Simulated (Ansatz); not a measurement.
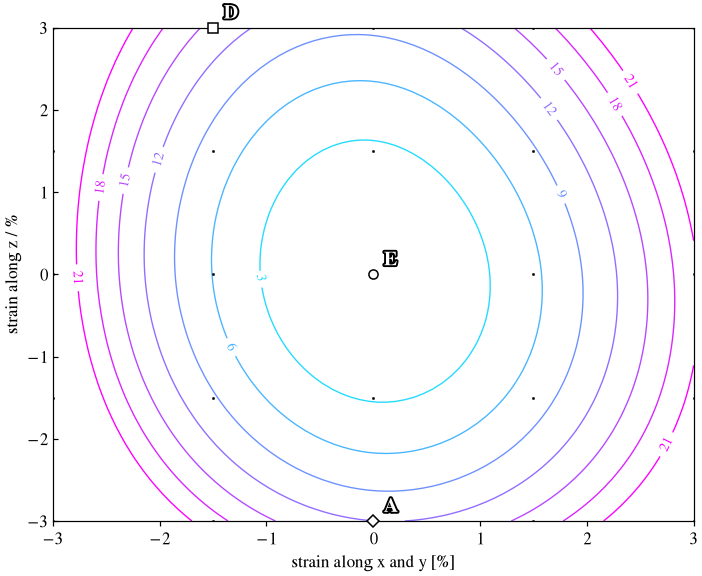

SnSe (Fm-3m, No. 225; 2 atoms in the cell). The cell is strained homogeneously, by one strain along x and y and another along z, with fractional coordinates fixed (x, y and z along the cube axes). The first coordinate is: strain along x and y; the second: strain along z. Grid: 5 × 5 points. Points are written as (first, second). Energies: meV/atom, counted from the lowest grid point. All numbers below come from Ansatz 0.2.0, DFT PBE+D3(BJ), scalar-relativistic, plane waves, PAW. Settings: cutoff 420 eV, k-mesh 10×10×10, gaussian smearing 0.05 eV, no spin polarisation.

Drawn: contour lines labelled in meV/atom (none above 21), dots at the grid points, lettered points. Between grid points the surface is interpolated.

**Rank the lettered points by energy, lowest first.**

E (0.0 meV/atom), A (12.0 meV/atom), D (14.2 meV/atom).
